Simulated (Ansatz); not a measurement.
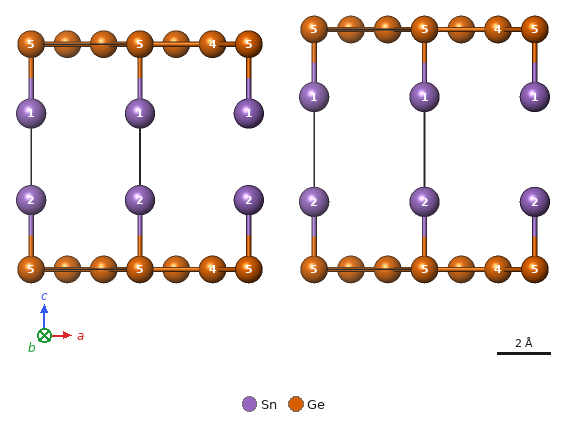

Two geometries of a crystal of Sn₂Ge₃ (a generated structure, set up in P6/mmm), drawn at one scale. One is the start of a relaxation, the other its converged end. The picture is a ball-and-stick view of the cell of the calculation, repeated 2 × 1 × 1 with one cell outlined, seen along the b axis.

The calculation used DFT PBE, scalar-relativistic, plane waves, PAW (Ansatz). Set-up: plane-wave cutoff 420 eV; k-point mesh 12 × 12 × 4; occupations gaussian; smearing width 0.1 eV; no spin polarisation; cell and atoms relaxed; force threshold 0.01 eV/Å; at most 80 steps.

Which geometry has the lower energy?

Answer. The left one is the relaxed one. The largest moves relative to the cell, 0.23 Å, are those of Sn atoms. Ge stays in place. The drawn cell changes as follows: a = b 4.892 → 4.825 Å (−1.4 %), c 9.211 → 8.647 Å (−6.1 %); the volume changes by −8.7 %. Some distances before and after: Ge–Sn 2.592 → 2.660 Å, Ge–Ge 2.824 → 2.786 Å. The space group stays P6/mmm (No. 191). Over 5 accepted moves (6 points after the start) the energy falls by 14.6 meV per atom. Largest force component: 0.24 eV/Å at the start, 0.00066 eV/Å at the end. Pressure: −0.31 GPa at the start and 0.00 GPa at the end. The SCF was repeated once at an unchanged geometry on a basis and grid sized afresh for the cell, which shifted the energy by 0.4 meV per atom at most.
